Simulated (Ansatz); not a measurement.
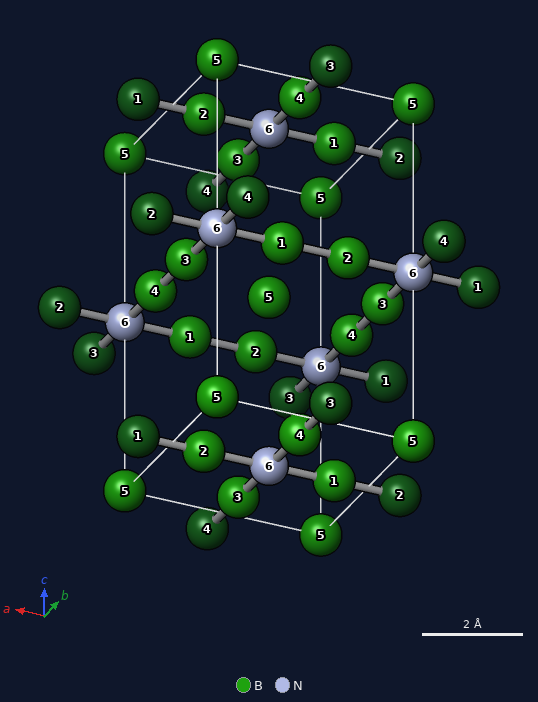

Figure 1. The input geometry (ball-and-stick view of the cell 2 times as large as that of the calculation, set on its symmetry axes, seen at an oblique angle; neighbours outside the cell are drawn fainter; atoms are numbered from 1 in the order of the input). An atom can appear more than once, as a periodic image.

Geometry relaxation, with input and output: B5N (part 1 of 2)

B5N (I4/mmm, 6 atoms in the cell), computed with DFT PBE, scalar-relativistic, plane waves, PAW, no spin polarisation (Ansatz 0.2.0).

The structure was made by a generator, so it may or may not be a known phase. Figures and captions count atoms from 1; the log counts them from 0 in places.

**What the program printed**
```
Engine: ansatz 0.2.0, aarch64-unknown-linux-gnu
Pseudopotentials: kind: paw
Pseudopotential: B, paw, valence charge 3, recommended cutoff 420 eV (normal), B.paw.azcp
Pseudopotential: N, paw, valence charge 5, recommended cutoff 420 eV (normal), N.paw.azcp
Functional definition: PBE
  parameter kappa = 0.804
  parameter beta = 0.06672455060314922
  exchange = pbe_x(kappa = kappa, mu = beta*pi^2/3)
  correlation = pbe_c(beta = beta)
Crystal: 6 atoms, lattice volume = 72.587 Å³
Basis set: ecut = 420 eV, 1429 PW (Γ), exchange–correlation on 72×72×72 points (8 copies of the dense FFT grid, shifted against one another)
Bands: 16, of which v1, the nominal top of the filled ones, is band 10 counted from 1 (9 counted from 0)
Symmetry: 16 space group operations
Space group: I4/mmm (ITA 139), of the structure as read, at distance tolerance 4.2e-5 Å
k-points: 163 of 1728
Non-local potential: B, projectors of the file, l = 0: 2, l = 1: 2, l = 2: 1
Non-local potential: N, projectors of the file, l = 0: 2, l = 1: 2, l = 2: 1
PAW form: soft (Blöchl's): semilocal exchange-correlation on the pseudo side does not see the compensation charge
PAW one-centre angular grid: B, 110 points (default); XC on 64 Gauss nodes
PAW one-centre angular grid: N, 110 points (default); XC on 64 Gauss nodes
Initial density: superposition of atomic densities (neutral atoms: chi_scale 0, normalization atom), corrected by the library's trained network
Initial wavefunctions: pseudopotential atomic-orbital guess
Functional: x = pbe(κ = 0.804, μ = 0.2195149727645171), c = pbe(β = 0.06672455060314922)
SCF iter   1: F=—  HF=-1154.688878 eV  |F-HF|=—  |Δ(HF+E_count)|=         —  Δρ=1.11e-2  dr2=1.73e-1  ethr=1.77e-3  ⟨swp⟩=5.6  Hψ=14772  notcnv=0
preconditioner: auto → Kerker (q_TF=auto, 2.201 Å⁻¹)  [metal: Δε(μ)=0.006 eV  Ē_g=10.084 eV  σ=0.100 eV  W_gap=0.04  n_scr=14 (ndim 8)  ℏωp=18.5 eV  f_vac=0.000  D(μ)=1.60/eV (n_scr^D=10)]
SCF iter   2: F=—  HF=-1154.657667 eV  |F-HF|=—  |Δ(HF+E_count)|=   3.12e-2  Δρ=3.86e-3  dr2=1.75e-2  ethr=8.63e-4  ⟨swp⟩=2.0  Hψ=4281  notcnv=0  defer=48
SCF iter   3: F=—  HF=-1154.657253 eV  |F-HF|=—  |Δ(HF+E_count)|=   4.15e-4  Δρ=1.42e-3  dr2=1.72e-3  ethr=8.74e-5  ⟨swp⟩=2.0  Hψ=2780  notcnv=0  defer=48
SCF iter   4: F=—  HF=-1154.658239 eV  |F-HF|=—  |Δ(HF+E_count)|=   9.86e-4  Δρ=4.60e-4  dr2=1.57e-4  ethr=8.60e-6  ⟨swp⟩=3.0  Hψ=4129  notcnv=0  defer=48
SCF iter   5: F=—  HF=-1154.658286 eV  |F-HF|=—  |Δ(HF+E_count)|=   4.72e-5  Δρ=1.69e-4  dr2=2.45e-5  ethr=7.86e-7  ⟨swp⟩=2.0  Hψ=3949  notcnv=0  defer=49
SCF iter   6: F=—  HF=-1154.658314 eV  |F-HF|=—  |Δ(HF+E_count)|=   2.79e-5  Δρ=4.24e-5  dr2=2.48e-6  ethr=1.22e-7  ⟨swp⟩=2.1  Hψ=3673  notcnv=0  defer=80
SCF iter   7: F=—  HF=-1154.658315 eV  |F-HF|=—  |Δ(HF+E_count)|=   1.33e-6  Δρ=1.23e-5  dr2=2.09e-7  ethr=1.24e-8  ⟨swp⟩=2.7  Hψ=4044  notcnv=0  defer=81
SCF iter   8: F=-1154.658315 eV  HF=-1154.658315 eV  |F-HF|=8.50e-9  |Δ(HF+E_count)|=   1.69e-7  Δρ=2.81e-6  dr2=7.64e-9  ethr=5.00e-10  ⟨swp⟩=13.3  Hψ=18965  notcnv=0
SCF 1 converged in 8 iterations: F = -1154.658315 eV  dr2 = 7.64e-9
  greatest PAW one-centre occupation: 0.790 electrons in one spin orbital (limit 2), on the N atom at site 5 (counted from 0), in its partial waves of l = 0
relax step   1: F+E_penalty+E_count = -1154.65831538 eV  Δ(F+E_penalty+E_count) = +0.000e0 eV  max|allowed force component| = 3.468e-1 eV/Å  Δτ_max = 0.0000 Å  P = +0.506 GPa  Ω = 72.587 Å³  (8 SCF iters, dr2 threshold 1.00e-7 eV, accepted)
Crystal: 6 atoms, lattice volume = 72.363 Å³
Basis set: ecut = 420 eV, 1413 PW (Γ), exchange–correlation on 72×72×72 points (8 copies of the dense FFT grid, shifted against one another)
Initial density: handed on by an earlier stage of this run
Initial wavefunctions: those handed on with the density
iter 1 solved again at ethr=3.02e-6 eV; its pass at ethr=3.10e-3 eV (dr2=6.04e-4 eV) is discarded
SCF iter   1: F=—  HF=-1154.661690 eV  |F-HF|=—  |Δ(HF+E_count)|=         —  Δρ=8.24e-4  dr2=5.61e-4  ethr=3.02e-6  ⟨swp⟩=2.1  Hψ=18394  notcnv=0
preconditioner: auto → Kerker (q_TF=auto, 2.202 Å⁻¹)  [metal: Δε(μ)=0.003 eV  Ē_g=10.035 eV  σ=0.100 eV  W_gap=0.02  n_scr=14 (ndim 8)  ℏωp=18.5 eV  f_vac=0.000  D(μ)=1.42/eV (n_scr^D=10)]
SCF iter   2: F=—  HF=-1154.661561 eV  |F-HF|=—  |Δ(HF+E_count)|=   1.30e-4  Δρ=3.63e-4  dr2=7.95e-5  ethr=2.80e-6  ⟨swp⟩=2.3  Hψ=4143  notcnv=0
SCF iter   3: F=—  HF=-1154.661546 eV  |F-HF|=—  |Δ(HF+E_count)|=   1.52e-5  Δρ=9.33e-5  dr2=5.60e-6  ethr=3.98e-7  ⟨swp⟩=2.4  Hψ=3727  notcnv=0
SCF iter   4: F=-1154.661547 eV  HF=-1154.661547 eV  |F-HF|=3.44e-7  |Δ(HF+E_count)|=   1.00e-6  Δρ=2.43e-5  dr2=5.21e-7  ethr=3.00e-9  ⟨swp⟩=12.0  Hψ=21056  notcnv=0
SCF 2 converged in 4 iterations: F = -1154.661547 eV  dr2 = 5.21e-7
relax step   2: F+E_penalty+E_count = -1154.66154690 eV  Δ(F+E_penalty+E_count) = -3.232e-3 eV  max|allowed force component| = 1.158e-1 eV/Å  Δτ_max = 0.0021 Å  P = +0.127 GPa  Ω = 72.363 Å³  energy of the carried Pulay correction = +3.846e-4 eV  (4 SCF iters, dr2 threshold 6.00e-7 eV, accepted)
Crystal: 6 atoms, lattice volume = 71.883 Å³
Basis set: ecut = 420 eV, 1405 PW (Γ), exchange–correlation on 72×72×72 points (8 copies of the dense FFT grid, shifted against one another)
iter 1 solved again at ethr=1.92e-6 eV; its pass at ethr=3.10e-3 eV (dr2=3.85e-4 eV) is discarded
SCF iter   1: F=—  HF=-1154.663171 eV  |F-HF|=—  |Δ(HF+E_count)|=         —  Δρ=5.57e-4  dr2=2.56e-4  ethr=1.92e-6  ⟨swp⟩=2.6  Hψ=19140  notcnv=0
preconditioner: auto → Kerker (q_TF=auto, 2.204 Å⁻¹)  [metal: Δε(μ)=0.008 eV  Ē_g=10.031 eV  σ=0.100 eV  W_gap=0.05  n_scr=14 (ndim 8)  ℏωp=18.6 eV  f_vac=0.000  D(μ)=1.47/eV (n_scr^D=10)]
SCF iter   2: F=—  HF=-1154.663153 eV  |F-HF|=—  |Δ(HF+E_count)|=   1.80e-5  Δρ=2.96e-4  dr2=7.29e-5  ethr=1.28e-6  ⟨swp⟩=2.5  Hψ=4164  notcnv=0
SCF iter   3: F=—  HF=-1154.663163 eV  |F-HF|=—  |Δ(HF+E_count)|=   1.03e-5  Δρ=1.17e-4  dr2=1.84e-5  ethr=3.65e-7  ⟨swp⟩=1.1  Hψ=2644  notcnv=0
SCF iter   4: F=—  HF=-1154.663167 eV  |F-HF|=—  |Δ(HF+E_count)|=   4.38e-6  Δρ=3.44e-5  dr2=1.59e-6  ethr=9.20e-8  ⟨swp⟩=2.9  Hψ=4428  notcnv=0
SCF iter   5: F=-1154.663169 eV  HF=-1154.663168 eV  |F-HF|=1.39e-7  |Δ(HF+E_count)|=   1.18e-6  Δρ=1.50e-5  dr2=2.27e-7  ethr=3.00e-9  ⟨swp⟩=11.2  Hψ=19581  notcnv=0
SCF 3 converged in 5 iterations: F = -1154.663169 eV  dr2 = 2.27e-7
relax step   3: F+E_penalty+E_count = -1154.66316853 eV  Δ(F+E_penalty+E_count) = -1.622e-3 eV  max|allowed force component| = 1.936e-2 eV/Å  Δτ_max = 0.0013 Å  P = -0.059 GPa  Ω = 71.883 Å³  energy of the carried Pulay correction = +1.213e-3 eV  (5 SCF iters, dr2 threshold 6.00e-7 eV, accepted)
Crystal: 6 atoms, lattice volume = 71.487 Å³
Basis set: ecut = 420 eV, 1373 PW (Γ), exchange–correlation on 72×72×72 points (8 copies of the dense FFT grid, shifted against one another)
iter 1 solved again at ethr=1.08e-6 eV; its pass at ethr=3.10e-3 eV (dr2=2.17e-4 eV) is discarded
SCF iter   1: F=—  HF=-1154.664070 eV  |F-HF|=—  |Δ(HF+E_count)|=         —  Δρ=3.76e-4  dr2=1.45e-4  ethr=1.08e-6  ⟨swp⟩=2.4  Hψ=18676  notcnv=0
preconditioner: auto → Kerker (q_TF=auto, 2.206 Å⁻¹)  [metal: Δε(μ)=0.005 eV  Ē_g=10.032 eV  σ=0.100 eV  W_gap=0.03  n_scr=14 (ndim 8)  ℏωp=18.6 eV  f_vac=0.000  D(μ)=1.47/eV (n_scr^D=10)]
SCF iter   2: F=—  HF=-1154.664055 eV  |F-HF|=—  |Δ(HF+E_count)|=   1.53e-5  Δρ=2.23e-4  dr2=5.92e-5  ethr=7.27e-7  ⟨swp⟩=1.8  Hψ=3748  notcnv=0
SCF iter   3: F=—  HF=-1154.664052 eV  |F-HF|=—  |Δ(HF+E_count)|=   3.11e-6  Δρ=9.39e-5  dr2=1.08e-5  ethr=2.96e-7  ⟨swp⟩=2.1  Hψ=3841  notcnv=0
SCF iter   4: F=—  HF=-1154.664053 eV  |F-HF|=—  |Δ(HF+E_count)|=   1.06e-6  Δρ=3.24e-5  dr2=9.72e-7  ethr=5.38e-8  ⟨swp⟩=2.2  Hψ=4146  notcnv=0
SCF iter   5: F=—  HF=-1154.664054 eV  |F-HF|=—  |Δ(HF+E_count)|=   1.23e-6  Δρ=8.69e-6  dr2=6.15e-8  ethr=4.86e-9  ⟨swp⟩=2.5  Hψ=4119  notcnv=0
SCF iter   6: F=-1154.664054 eV  HF=-1154.664054 eV  |F-HF|=9.38e-9  |Δ(HF+E_count)|=   9.06e-8  Δρ=2.95e-6  dr2=7.12e-9  ethr=1.53e-10  ⟨swp⟩=9.4  Hψ=16478  notcnv=0
SCF 4 converged in 6 iterations: F = -1154.664054 eV  dr2 = 7.12e-9
relax step   4: F+E_penalty+E_count = -1154.66405409 eV  Δ(F+E_penalty+E_count) = -8.856e-4 eV  max|allowed force component| = 3.874e-2 eV/Å  Δτ_max = 0.0002 Å  P = -0.064 GPa  Ω = 71.487 Å³  energy of the carried Pulay correction = +1.900e-3 eV  (6 SCF iters, dr2 threshold 3.07e-8 eV, accepted)
Crystal: 6 atoms, lattice volume = 71.152 Å³
iter 1 solved again at ethr=1.05e-6 eV; its pass at ethr=3.10e-3 eV (dr2=2.09e-4 eV) is discarded
SCF iter   1: F=—  HF=-1154.664797 eV  |F-HF|=—  |Δ(HF+E_count)|=         —  Δρ=4.17e-4  dr2=1.67e-4  ethr=1.05e-6  ⟨swp⟩=2.0  Hψ=18195  notcnv=0
preconditioner: auto → Kerker (q_TF=auto, 2.208 Å⁻¹)  [metal: Δε(μ)=0.008 eV  Ē_g=10.032 eV  σ=0.100 eV  W_gap=0.04  n_scr=14 (ndim 8)  ℏωp=18.7 eV  f_vac=0.000  D(μ)=1.46/eV (n_scr^D=10)]
SCF iter   2: F=—  HF=-1154.664769 eV  |F-HF|=—  |Δ(HF+E_count)|=   2.88e-5  Δρ=2.31e-4  dr2=5.69e-5  ethr=8.36e-7  ⟨swp⟩=1.0  Hψ=2615  notcnv=0
SCF iter   3: F=—  HF=-1154.664758 eV  |F-HF|=—  |Δ(HF+E_count)|=   1.12e-5  Δρ=7.11e-5  dr2=7.84e-6  ethr=2.85e-7  ⟨swp⟩=2.4  Hψ=3802  notcnv=0
SCF iter   4: F=—  HF=-1154.664758 eV  |F-HF|=—  |Δ(HF+E_count)|=   3.47e-7  Δρ=3.07e-5  dr2=1.18e-6  ethr=3.92e-8  ⟨swp⟩=2.3  Hψ=4295  notcnv=0
SCF iter   5: F=—  HF=-1154.664759 eV  |F-HF|=—  |Δ(HF+E_count)|=   7.87e-7  Δρ=1.45e-5  dr2=1.32e-7  ethr=5.89e-9  ⟨swp⟩=2.0  Hψ=4148  notcnv=0
SCF iter   6: F=-1154.664759 eV  HF=-1154.664759 eV  |F-HF|=1.55e-8  |Δ(HF+E_count)|=   5.18e-8  Δρ=3.79e-6  dr2=8.24e-9  ethr=4.69e-10  ⟨swp⟩=9.7  Hψ=17470  notcnv=0
SCF 5 converged in 6 iterations: F = -1154.664759 eV  dr2 = 8.24e-9
relax step   5: F+E_penalty+E_count = -1154.66475875 eV  Δ(F+E_penalty+E_count) = -7.047e-4 eV  max|allowed force component| = 1.350e-4 eV/Å  Δτ_max = 0.0004 Å  P = -0.017 GPa  Ω = 71.152 Å³  energy of the carried Pulay correction = +2.485e-3 eV  (6 SCF iters, dr2 threshold 9.38e-8 eV, accepted)
Crystal: 6 atoms, lattice volume = 70.967 Å³
iter 1 solved again at ethr=2.56e-7 eV; its pass at ethr=3.10e-3 eV (dr2=5.12e-5 eV) is discarded
SCF iter   1: F=—  HF=-1154.665101 eV  |F-HF|=—  |Δ(HF+E_count)|=         —  Δρ=1.89e-4  dr2=3.62e-5  ethr=2.56e-7  ⟨swp⟩=2.2  Hψ=18080  notcnv=0
preconditioner: auto → Kerker (q_TF=auto, 2.209 Å⁻¹)  [metal: Δε(μ)=0.010 eV  Ē_g=10.032 eV  σ=0.100 eV  W_gap=0.06  n_scr=14 (ndim 8)  ℏωp=18.7 eV  f_vac=0.000  D(μ)=1.46/eV (n_scr^D=10)]
SCF iter   2: F=—  HF=-1154.665096 eV  |F-HF|=—  |Δ(HF+E_count)|=   4.78e-6  Δρ=1.10e-4  dr2=1.39e-5  ethr=1.81e-7  ⟨swp⟩=1.3  Hψ=2909  notcnv=0
SCF iter   3: F=—  HF=-1154.665094 eV  |F-HF|=—  |Δ(HF+E_count)|=   1.39e-6  Δρ=4.71e-5  dr2=2.59e-6  ethr=6.96e-8  ⟨swp⟩=2.3  Hψ=4004  notcnv=0
SCF iter   4: F=—  HF=-1154.665095 eV  |F-HF|=—  |Δ(HF+E_count)|=   3.68e-7  Δρ=1.67e-5  dr2=3.06e-7  ethr=1.29e-8  ⟨swp⟩=2.2  Hψ=3995  notcnv=0
SCF iter   5: F=—  HF=-1154.665095 eV  |F-HF|=—  |Δ(HF+E_count)|=   4.27e-8  Δρ=5.52e-6  dr2=2.63e-8  ethr=1.53e-9  ⟨swp⟩=2.9  Hψ=4364  notcnv=0
SCF iter   6: F=—  HF=-1154.665095 eV  |F-HF|=—  |Δ(HF+E_count)|=   3.25e-8  Δρ=1.74e-6  dr2=1.99e-9  ethr=1.32e-10  ⟨swp⟩=2.4  Hψ=4036  notcnv=0
SCF iter   7: F=—  HF=-1154.665095 eV  |F-HF|=—  |Δ(HF+E_count)|=   3.78e-9  Δρ=4.27e-7  dr2=1.75e-10  ethr=9.93e-12  ⟨swp⟩=2.0  Hψ=4264  notcnv=0
SCF iter   8: F=-1154.665095 eV  HF=-1154.665095 eV  |F-HF|=4.09e-12  |Δ(HF+E_count)|=  7.78e-11  Δρ=6.79e-8  dr2=4.65e-12  ethr=1.00e-12  ⟨swp⟩=6.8  Hψ=11817  notcnv=0
SCF 6 converged in 8 iterations: F = -1154.665095 eV  dr2 = 4.65e-12
relax step   6: F+E_penalty+E_count = -1154.66509490 eV  Δ(F+E_penalty+E_count) = -3.361e-4 eV  max|allowed force component| = 1.140e-3 eV/Å  Δτ_max = 0.0000 Å  P = -0.002 GPa  Ω = 70.967 Å³  energy of the carried Pulay correction = +2.807e-3 eV  (8 SCF iters, accepted)
Initial wavefunctions: pseudopotential atomic-orbital guess (no wavefunctions were taken with the density)
iter 1 solved again at ethr=1.01e-7 eV; its pass at ethr=3.10e-3 eV (dr2=2.02e-5 eV) is discarded
SCF iter   1: F=—  HF=-1154.662376 eV  |F-HF|=—  |Δ(HF+E_count)|=         —  Δρ=1.08e-4  dr2=1.00e-6  ethr=1.01e-7  ⟨swp⟩=3.3  Hψ=22110  notcnv=0
preconditioner: auto → Kerker (q_TF=auto, 2.209 Å⁻¹)  [metal: Δε(μ)=0.011 eV  Ē_g=10.032 eV  σ=0.100 eV  W_gap=0.06  n_scr=14 (ndim 8)  ℏωp=18.7 eV  f_vac=0.000  D(μ)=1.46/eV (n_scr^D=10)]
SCF iter   2: F=—  HF=-1154.662381 eV  |F-HF|=—  |Δ(HF+E_count)|=   5.65e-6  Δρ=5.66e-5  dr2=2.51e-7  ethr=5.02e-9  ⟨swp⟩=2.0  Hψ=4183  notcnv=0
SCF iter   3: F=—  HF=-1154.662384 eV  |F-HF|=—  |Δ(HF+E_count)|=   2.44e-6  Δρ=8.26e-6  dr2=9.17e-9  ethr=1.26e-9  ⟨swp⟩=2.0  Hψ=4254  notcnv=0
SCF iter   4: F=—  HF=-1154.662384 eV  |F-HF|=—  |Δ(HF+E_count)|=   4.51e-8  Δρ=8.88e-7  dr2=1.95e-10  ethr=4.58e-11  ⟨swp⟩=2.0  Hψ=4245  notcnv=0
SCF iter   5: F=-1154.662384 eV  HF=-1154.662384 eV  |F-HF|=4.09e-12  |Δ(HF+E_count)|=  3.23e-10  Δρ=7.92e-8  dr2=5.34e-12  ethr=1.00e-12  ⟨swp⟩=7.6  Hψ=14105  notcnv=0
SCF 7 converged in 5 iterations: F = -1154.662384 eV  dr2 = 5.34e-12
relax step   7: F+E_penalty+E_count = -1154.66238391 eV  Δ(F+E_penalty+E_count) = +2.711e-3 eV  max|allowed force component| = 1.124e-3 eV/Å  Δτ_max = 0.0000 Å  P = -0.056 GPa  Ω = 70.967 Å³  stress off target by 6.83e-2 GPa  SCF on the basis re-selected at this cell (its energy is not comparable with the rows above)  (5 SCF iters)
basis re-selected at this cell: Δ(F+E_penalty+E_count) = +2.711e-3 eV, ΔP = -0.054 GPa vs the last step (what re-selecting the basis moved, of the pressure what is left beyond the Pulay correction that the steps carried, after the strain that the cell walked since its last selection, with what the two solves' SCF thresholds leave and, on support functions, any second-order correction that the steps lacked; it is no measure of the basis error at this ecutwfc). This SCF's stress stands 6.83e-2 GPa from its target on what of the cell is left free (relax.cell.stress_tol is 5.00e-2 GPa) and its largest allowed force component is 1.12e-3 eV/Å (relax.f_tol is 1.00e-2 eV/Å): not within both, so this SCF does not close the relaxation
Crystal: 6 atoms, lattice volume = 70.433 Å³
Basis set: ecut = 420 eV, 1365 PW (Γ), exchange–correlation on 72×72×72 points (8 copies of the dense FFT grid, shifted against one another)
iter 1 solved again at ethr=2.20e-6 eV; its pass at ethr=3.10e-3 eV (dr2=4.40e-4 eV) is discarded
SCF iter   1: F=—  HF=-1154.663623 eV  |F-HF|=—  |Δ(HF+E_count)|=         —  Δρ=5.56e-4  dr2=3.10e-4  ethr=2.20e-6  ⟨swp⟩=2.3  Hψ=18879  notcnv=0
preconditioner: auto → Kerker (q_TF=auto, 2.212 Å⁻¹)  [metal: Δε(μ)=0.031 eV  Ē_g=10.036 eV  σ=0.100 eV  W_gap=0.17  n_scr=14 (ndim 8)  ℏωp=18.8 eV  f_vac=0.000  D(μ)=1.47/eV (n_scr^D=10)]
SCF iter   2: F=—  HF=-1154.663582 eV  |F-HF|=—  |Δ(HF+E_count)|=   4.13e-5  Δρ=3.24e-4  dr2=1.19e-4  ethr=1.55e-6  ⟨swp⟩=1.6  Hψ=3496  notcnv=0
SCF iter   3: F=—  HF=-1154.663568 eV  |F-HF|=—  |Δ(HF+E_count)|=   1.39e-5  Δρ=1.31e-4  dr2=2.01e-5  ethr=5.93e-7  ⟨swp⟩=2.3  Hψ=3915  notcnv=0
SCF iter   4: F=—  HF=-1154.663568 eV  |F-HF|=—  |Δ(HF+E_count)|=   1.74e-7  Δρ=4.67e-5  dr2=2.24e-6  ethr=1.00e-7  ⟨swp⟩=2.2  Hψ=3985  notcnv=0
SCF iter   5: F=—  HF=-1154.663570 eV  |F-HF|=—  |Δ(HF+E_count)|=   2.26e-6  Δρ=1.53e-5  dr2=1.96e-7  ethr=1.12e-8  ⟨swp⟩=3.0  Hψ=4422  notcnv=0
SCF iter   6: F=—  HF=-1154.663570 eV  |F-HF|=—  |Δ(HF+E_count)|=   2.36e-7  Δρ=4.72e-6  dr2=1.53e-8  ethr=9.79e-10  ⟨swp⟩=2.5  Hψ=4177  notcnv=0
SCF iter   7: F=-1154.663570 eV  HF=-1154.663570 eV  |F-HF|=3.04e-10  |Δ(HF+E_count)|=   3.17e-8  Δρ=1.02e-6  dr2=1.00e-9  ethr=5.83e-11  ⟨swp⟩=8.9  Hψ=15792  notcnv=0
SCF 8 converged in 7 iterations: F = -1154.663570 eV  dr2 = 1.00e-9
relax step   8: F+E_penalty+E_count = -1154.66357049 eV  Δ(F+E_penalty+E_count) = -1.187e-3 eV  max|allowed force component| = 7.677e-4 eV/Å  Δτ_max = 0.0000 Å  P = -0.008 GPa  Ω = 70.433 Å³  energy of the carried Pulay correction = +1.083e-3 eV  (7 SCF iters, dr2 threshold 1.17e-8 eV, accepted)
iter 1 solved again at ethr=9.21e-8 eV; its pass at ethr=3.10e-3 eV (dr2=1.84e-5 eV) is discarded
SCF iter   1: F=—  HF=-1154.662542 eV  |F-HF|=—  |Δ(HF+E_count)|=         —  Δρ=3.65e-5  dr2=1.15e-7  ethr=9.21e-8  ⟨swp⟩=3.4  Hψ=22165  notcnv=0
preconditioner: auto → Kerker (q_TF=auto, 2.212 Å⁻¹)  [metal: Δε(μ)=0.006 eV  Ē_g=10.035 eV  σ=0.100 eV  W_gap=0.03  n_scr=14 (ndim 8)  ℏωp=18.8 eV  f_vac=0.000  D(μ)=1.46/eV (n_scr^D=10)]
SCF iter   2: F=—  HF=-1154.662543 eV  |F-HF|=—  |Δ(HF+E_count)|=   5.95e-7  Δρ=1.90e-5  dr2=2.92e-8  ethr=5.76e-10  ⟨swp⟩=2.0  Hψ=4245  notcnv=0
SCF iter   3: F=—  HF=-1154.662543 eV  |F-HF|=—  |Δ(HF+E_count)|=   2.51e-7  Δρ=2.87e-6  dr2=1.10e-9  ethr=1.46e-10  ⟨swp⟩=2.0  Hψ=4239  notcnv=0
SCF iter   4: F=-1154.662543 eV  HF=-1154.662543 eV  |F-HF|=3.62e-11  |Δ(HF+E_count)|=   4.93e-9  Δρ=3.20e-7  dr2=4.22e-11  ethr=1.00e-12  ⟨swp⟩=6.3  Hψ=16209  notcnv=0
SCF 9 converged in 4 iterations: F = -1154.662543 eV  dr2 = 4.22e-11
relax step   9: F+E_penalty+E_count = -1154.66254327 eV  Δ(F+E_penalty+E_count) = +1.027e-3 eV  max|allowed force component| = 7.889e-4 eV/Å  Δτ_max = 0.0000 Å  P = -0.018 GPa  Ω = 70.433 Å³  stress off target by 2.31e-2 GPa  SCF on the basis re-selected at this cell (its energy is not comparable with the rows above)  (4 SCF iters)
```

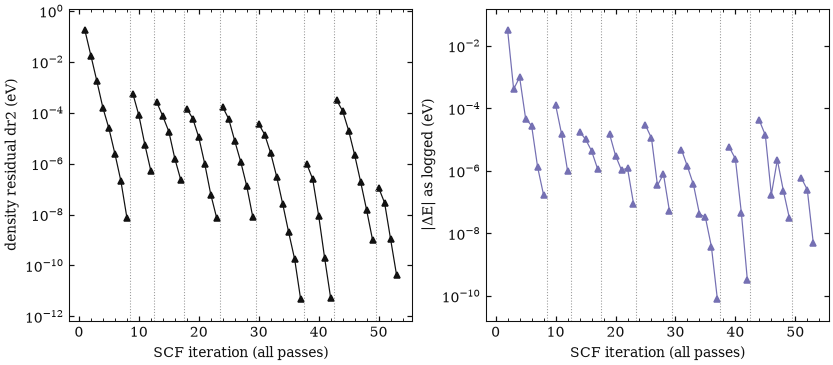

Figure 2. Convergence of the self-consistent field: density residual dr2 and size of the energy change against the SCF iteration. The dotted lines part the SCF passes of the relaxation: geometry steps, rejected trials and re-solves on a re-selected basis. The 9 passes take 4 to 8 iterations each, 53 in all.
